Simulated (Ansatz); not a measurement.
Single-point calculation, with input and output: Au

The run: single-point calculation of Au (slab, 7 atoms in the cell). Method and program: DFT LDA, scalar-relativistic, plane waves, PAW, no spin polarisation (Ansatz 0.2.0).

The structure derives from an entry of the Crystallography Open Database. Figures and captions count atoms from 1; the log counts them from 0 in places.

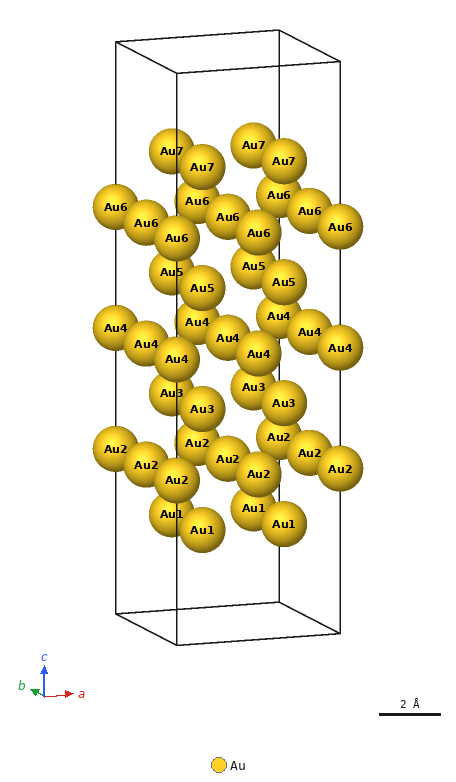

Fig. 1: The structure (spheres-only view of the 2 × 2 repeat of the cell, with the vacuum cut short, seen slightly off an axis; atoms are numbered from 1 in the order of the input).

Input
```yaml
crystal:
  lattice:
    - [2.8625650284, 0.0, 0.0]
    - [0.0, 2.8625650284, 0.0]
    - [0.0, 0.0, 27.144834859]
  atoms:
    - { symbol: Au, position: [0.5, 0.5, 0.2762956577] }
    - { symbol: Au, position: [0.0, 0.0, 0.3508637718] }
    - { symbol: Au, position: [0.5, 0.5, 0.4254318859] }
    - { symbol: Au, position: [0.0, 0.0, 0.5] }
    - { symbol: Au, position: [0.5, 0.5, 0.5745681141] }
    - { symbol: Au, position: [0.0, 0.0, 0.6491362282] }
    - { symbol: Au, position: [0.5, 0.5, 0.7237043423] }
basis:
  ecutwfc: 420
kpoints:
  mp_grid: { grid: [12, 12, 1] }
hamiltonian:
  xc: lda
scf:
  occupations: { method: gaussian, width: 0.1 }
output:
  forces: true
  stress: true
  eigenvalues: true
efield:
  axis: 3
  dipole_correction: true
```

Hardware: 1 thread of Arm Neoverse V1, 24 GiB of memory available, shared host.

Command:
```bash
ansatz run input.yaml --threads 1 --pin off --max-ram 2560MiB --backend cpu --events-out ev --progress --plain --runs-dir out
```

Output
```
Engine: ansatz 0.2.0, aarch64-unknown-linux-gnu
Pseudopotentials: kind: paw
Pseudopotential: Au, paw, valence charge 19, recommended cutoff 420 eV (normal), Au.paw.azcp
Functional definition: SPW92
  exchange = slater_x
  correlation = pw_c
Crystal: 7 atoms, lattice volume = 222.432 Å³
Basis set: ecut = 420 eV, 4359 PW (Γ)
Bands: 80, of which v1, the nominal top of the filled ones, is band 67 counted from 1 (66 counted from 0)
Symmetry: 8 space group operations
k-points: 28 of 144
Non-local potential: Au, projectors of the file, l = 0: 3, l = 1: 2, l = 2: 2, l = 3: 1
PAW form: soft (Blöchl's): semilocal exchange-correlation on the pseudo side does not see the compensation charge
PAW frozen core: Au, regenerated for the run's functional, and the local potential with it (the file was generated under x = pbe(κ = 0.804, μ = 0.2195149727645171), c = pbe(β = 0.06672455060314922))
PAW one-centre angular grid: Au, 590 points (default); XC on 64 Gauss nodes
Initial density: superposition of atomic densities (neutral atoms: chi_scale 0, normalization atom), corrected by the library's trained network
Initial wavefunctions: pseudopotential atomic-orbital guess
Functional: x = slater, c = lda
SCF iter   1: F=—  HF=-90053.317827 eV  |F-HF|=—  |Δ(HF+E_count)|=         —  Δρ=7.60e-3  dr2=1.24e0  ethr=1.77e-3  p=0.000 e·Å  D=8.84e-14 V/Å  ΔV_dip=-0.00 eV  dr2_dipole=2.66e-7  V_vac-E_F(+/−)=4.94/4.94 eV  ⟨swp⟩=7.5  Hψ=9170  notcnv=0  defer=55
efield: sawtooth ramp at fractional position 0.9500 (placed from the atoms, in the widest stretch of the axis that holds none; the zero of the levels goes with the place), width 0.1000; the density the first Hamiltonian is built on has a dipole p = 0.000 e·Å; the dipole correction subtracts the counter field D = 8.84e-14 V/Å, which shifts the + side's vacuum level by -0.00 eV against the − side's; the planar-averaged density in the ramp window peaks in size at 2.1e-5 e/Å³
preconditioner: auto → LDOS  [metal: Δε(μ)=0.001 eV  Ē_g=9.523 eV  σ=0.100 eV  W_gap=0.01  n_scr=64 (ndim 8)  ℏωp=21.8 eV  f_vac=0.440  D(μ)=3.64/eV (n_scr^D=14)  β→1.0]
SCF iter   2: F=—  HF=-90053.268925 eV  |F-HF|=—  |Δ(HF+E_count)|=   4.89e-2  Δρ=3.96e-3  dr2=1.05e-1  ethr=9.32e-4  p=-0.000 e·Å  D=-4.13e-6 V/Å  ΔV_dip=0.00 eV  dr2_dipole=2.25e-7  V_vac-E_F(+/−)=5.38/5.38 eV  ⟨swp⟩=2.0  Hψ=2741  notcnv=0  defer=198
SCF iter   3: F=—  HF=-90053.264075 eV  |F-HF|=—  |Δ(HF+E_count)|=   4.85e-3  Δρ=2.46e-3  dr2=2.91e-2  ethr=7.91e-5  p=0.000 e·Å  D=1.12e-7 V/Å  ΔV_dip=-0.00 eV  dr2_dipole=4.96e-10  V_vac-E_F(+/−)=5.34/5.34 eV  ⟨swp⟩=2.2  Hψ=3347  notcnv=0  defer=198
SCF iter   4: F=—  HF=-90053.259551 eV  |F-HF|=—  |Δ(HF+E_count)|=   4.52e-3  Δρ=6.17e-4  dr2=1.27e-3  ethr=2.19e-5  p=-0.000 e·Å  D=-1.68e-6 V/Å  ΔV_dip=0.00 eV  dr2_dipole=1.02e-11  V_vac-E_F(+/−)=5.44/5.44 eV  ⟨swp⟩=2.1  Hψ=3055  notcnv=0  defer=189
SCF iter   5: F=—  HF=-90053.259316 eV  |F-HF|=—  |Δ(HF+E_count)|=   2.35e-4  Δρ=1.05e-4  dr2=5.25e-5  ethr=9.53e-7  p=-0.000 e·Å  D=-2.31e-7 V/Å  ΔV_dip=0.00 eV  dr2_dipole=2.78e-10  V_vac-E_F(+/−)=5.44/5.44 eV  ⟨swp⟩=2.6  Hψ=3511  notcnv=0  defer=189
SCF iter   6: F=—  HF=-90053.259285 eV  |F-HF|=—  |Δ(HF+E_count)|=   3.14e-5  Δρ=4.41e-5  dr2=4.08e-6  ethr=3.95e-8  p=-0.000 e·Å  D=-1.67e-7 V/Å  ΔV_dip=0.00 eV  dr2_dipole=2.24e-10  V_vac-E_F(+/−)=5.44/5.44 eV  ⟨swp⟩=2.2  Hψ=3627  notcnv=0  defer=131
SCF iter   7: F=—  HF=-90053.259286 eV  |F-HF|=—  |Δ(HF+E_count)|=   8.42e-7  Δρ=1.35e-5  dr2=4.56e-7  ethr=3.07e-9  p=0.000 e·Å  D=1.47e-8 V/Å  ΔV_dip=-0.00 eV  dr2_dipole=5.02e-11  V_vac-E_F(+/−)=5.44/5.44 eV  ⟨swp⟩=3.1  Hψ=4531  notcnv=0  defer=127
SCF iter   8: F=-90053.259286 eV  HF=-90053.259286 eV  |F-HF|=1.90e-8  |Δ(HF+E_count)|=   5.59e-8  Δρ=3.55e-6  dr2=3.41e-8  ethr=7.52e-11  p=-0.000 e·Å  D=-1.11e-8 V/Å  ΔV_dip=0.00 eV  dr2_dipole=2.20e-11  V_vac-E_F(+/−)=5.44/5.44 eV  ⟨swp⟩=15.6  Hψ=12390  notcnv=0
SCF 1 converged in 8 iterations: F = -90053.259286 eV  dr2 = 3.41e-8
  greatest PAW one-centre occupation: 1.003 electrons in one spin orbital (limit 2), on the Au atom at site 4 (counted from 0), in its partial waves of l = 0
```

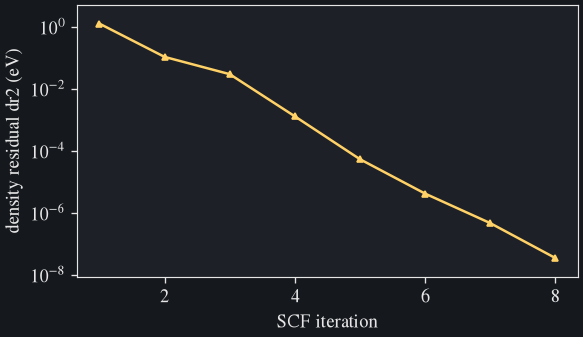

Fig. 2: Convergence of the self-consistent field: density residual dr2 against the SCF iteration. The residual falls at every step.

```
SCF converged after 8 iterations
Free energy (F): -90053.259286 eV
Harris-Foulkes:  -90053.259286 eV  (|F-HF|=1.90e-8)
Internal energy: -90053.245156 eV  (E = F + TS)
E sigma→0 (E₀):  -90053.252221 eV
Entropy (-TS):   -0.014130 eV (-2.019 meV/atom)
Fermi energy:    8.330607 eV
Dipole field:    D = -0.000006 V/Å  (p = -0.000007 e·Å, saw-weighted, corrected)
Work function:   Φ+ = 5.4427 eV   Φ− = 5.4425 eV
Levels:          The Fermi level and band energies are counted from a zero that moves with the ramp; work functions are not
--- Per-component energies (eV) ---
  E_band       = -3076.594347
  E_kinetic    = 4235.742894
  E_local      = -216582.530065  (includes V_loc(G=0)·N_el)
  E_nonlocal   = 570.130190
  E_hartree    = 106597.007450
  E_xc         = -1585.501684
  E_vxc        = -1923.153527  (∫ρ·V_xc dr)
  E_paw        = -65964.730749  (= ΣΔE_a)
  E_vpaw       = -2570.782800  (= ΣTr[D̂ρ^β])
  E_aug_tail   = 0.009530  (compensation charges beyond the density's cutoff)
  E_efield     = 0.000000  (sawtooth field / dipole correction)
  E_vefield    = 0.000000  (∫n·V_field dr)
  E_ewald      = 82672.968256
  E_core_change = 3.659024  (= ΣΔE_core)
  E_smearing   = -0.014130  (= −TS)
  E_closure    = 0.000000  (closes the sum)
  Σ components = -90053.259286   (vs F -90053.259286, Δ=0.00e0)
--- Forces (eV/Å), atoms counted from 1 ---
  atom   1  Au     0.00000000     0.00000000     0.17556532
  atom   2  Au     0.00000000     0.00000000    -0.14488011
  atom   3  Au     0.00000000     0.00000000    -0.00230626
  atom   4  Au    -0.00000000     0.00000000     0.00000004
  atom   5  Au    -0.00000000     0.00000000     0.00230632
  atom   6  Au    -0.00000000     0.00000000     0.14487990
  atom   7  Au    -0.00000000     0.00000000    -0.17556460
  max |Σ_I F_I| component: 6.13e-7 eV/Å
--- Stress (GPa, compression-positive) ---
       -2.694199       0.000000      -0.000000
        0.000000      -2.694199       0.000000
       -0.000000       0.000000      -0.682513
  P = ⅓ Tr σ = -2.0236 GPa (-20.236 kbar)
--- Band table (eV; the first three rows and the last of 28) ---
  k-point 0: bands = ["-97.3763", "-97.3643", "-97.3610", "-97.3173", "-97.3173", "-96.7833", "-96.7833", "-48.7994", "-48.7411", "-48.6765", "-48.6723", "-48.6723", "-48.6421", "-48.6421", "-48.6169", "-48.6132", "-48.6132", "-48.5914", "-48.5792", "-48.5792", "-48.5755", "-48.5755", "-48.0670", "-48.0670", "-48.0670", "-48.0670", "-48.0586", "-48.0586", "-1.6771", "-1.0007", "-0.0339", "0.9110", "1.0643", "1.4170", "1.5725", "1.6585", "1.6999", "2.1036", "2.5734", "3.0282", "3.3792", "3.4968", "3.6086", "3.6086", "3.9696", "3.9696", "4.4101", "4.4975", "4.4975", "4.5389", "4.9661", "5.0236", "5.1405", "5.1405", "5.1659", "5.2483", "5.3592", "5.6200", "5.8146", "5.8146", "5.9102", "6.1725", "6.3833", "6.3833", "6.4652", "6.4804", "6.6596", "6.6596", "6.7170", "8.6302", "9.4670", "13.4667", "13.8406", "14.5814", "16.0711", "16.1600", "18.4430", "18.7421", "18.7421", "18.8190"]
  k-point 1: bands = ["-97.3758", "-97.3640", "-97.3608", "-97.3171", "-97.3170", "-96.7830", "-96.7830", "-48.7962", "-48.7428", "-48.6855", "-48.6770", "-48.6703", "-48.6413", "-48.6409", "-48.6359", "-48.6129", "-48.6032", "-48.5992", "-48.5848", "-48.5816", "-48.5791", "-48.5757", "-48.0754", "-48.0754", "-48.0664", "-48.0664", "-48.0579", "-48.0579", "-1.5149", "-0.8505", "0.0978", "1.0283", "1.1729", "1.5140", "1.6783", "1.7726", "1.7958", "2.1850", "2.6332", "3.0648", "3.3781", "3.5706", "3.6240", "3.6488", "3.9139", "3.9718", "4.0625", "4.3624", "4.4352", "4.8079", "4.8128", "4.9448", "4.9717", "5.1177", "5.1302", "5.3423", "5.4800", "5.5418", "5.5966", "5.6928", "5.9682", "6.1113", "6.1924", "6.3145", "6.3628", "6.3877", "6.5050", "6.6655", "7.3558", "9.0385", "9.9929", "13.5707", "13.9670", "14.6182", "15.9274", "16.2278", "18.0657", "18.2089", "18.6557", "19.0582"]
  k-point 2: bands = ["-97.3745", "-97.3631", "-97.3605", "-97.3163", "-97.3163", "-96.7822", "-96.7822", "-48.7882", "-48.7508", "-48.7073", "-48.6894", "-48.6647", "-48.6619", "-48.6454", "-48.6373", "-48.6151", "-48.6122", "-48.6094", "-48.5991", "-48.5891", "-48.5787", "-48.5763", "-48.0983", "-48.0983", "-48.0648", "-48.0648", "-48.0562", "-48.0562", "-1.0492", "-0.4355", "0.4243", "1.2502", "1.3999", "1.8536", "1.8721", "1.9455", "2.1572", "2.5507", "2.9050", "3.2108", "3.3130", "3.7485", "3.7567", "3.7568", "3.7772", "3.8152", "3.9338", "3.9585", "4.2742", "4.5236", "4.6616", "4.8397", "5.0318", "5.0668", "5.0682", "5.1389", "5.1972", "5.4478", "5.5024", "5.5068", "5.8762", "5.9086", "6.0457", "6.2153", "6.3744", "6.5781", "6.5944", "6.7572", "8.2042", "9.9110", "11.1484", "13.7575", "14.3251", "14.4859", "15.5746", "15.9055", "17.0491", "17.4703", "17.5497", "19.0673"]
  k-point 27: bands = ["-97.3640", "-97.3549", "-97.3549", "-97.3087", "-97.3087", "-96.7744", "-96.7744", "-48.8069", "-48.8069", "-48.7677", "-48.7677", "-48.7270", "-48.7270", "-48.6878", "-48.6877", "-48.6877", "-48.6789", "-48.6783", "-48.6775", "-48.6775", "-48.6283", "-48.6283", "-48.1816", "-48.1816", "-48.1816", "-48.1816", "-48.0425", "-48.0425", "1.1417", "1.1650", "1.4682", "1.4682", "1.5492", "1.6472", "1.9032", "1.9032", "1.9639", "2.5508", "2.5624", "2.5624", "2.6687", "3.4152", "3.4152", "4.4225", "4.4225", "5.1507", "5.2910", "5.5031", "5.5031", "5.6651", "5.8834", "6.1407", "6.2324", "6.3278", "6.3939", "6.3939", "6.7000", "6.7063", "6.7074", "6.7410", "6.7411", "7.2565", "7.2565", "9.8263", "9.8263", "11.1967", "11.1967", "12.8013", "12.8013", "13.2519", "13.2562", "13.6846", "13.7017", "14.0883", "14.2147", "14.3487", "14.4430", "14.4430", "15.9678", "15.9678"]
```

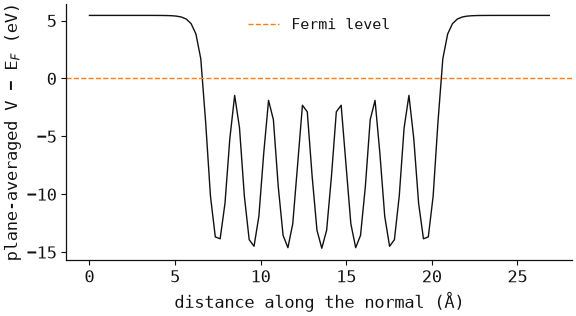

Fig. 3: Plane average of the electrostatic potential energy of an electron across the cell, from the Fermi level. The vacuum level lies 5.44 eV above the Fermi level.

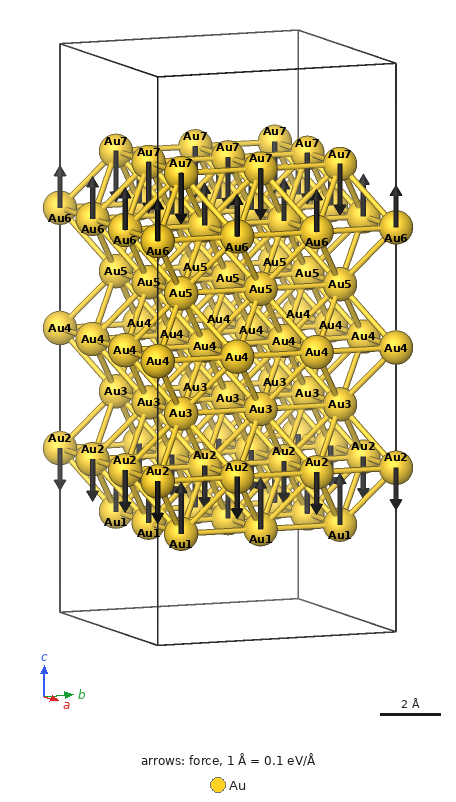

Fig. 4: Forces on the atoms as black arrows (ball-and-stick view of the 3 × 3 repeat of the cell, with the vacuum cut short, seen slightly off an axis; atoms are numbered from 1 in the order of the input); the smallest are left out. The largest act on Au1, Au7 (0.18 eV/Å); Au2, Au6 (0.14 eV/Å). The geometry is not a stationary point of this energy.

Summary

| quantity | value |
| --- | --- |
| outcome | converged |
| electrons treated | 133 |
| free energy | −90053.2593 eV |
| work function, top face | 5.44 eV |
| work function, bottom face | 5.44 eV |
| Fermi energy | 8.331 eV |
| gap on the k-point mesh | none (metallic) |
| work function (upper face) | 5.44 eV |
| largest force (length of the vector) | 0.176 eV/Å |
| wall time | 43 s |
| peak memory | 0.57 GiB |

Remarks

Spin–orbit coupling is left out, which matters for Au.
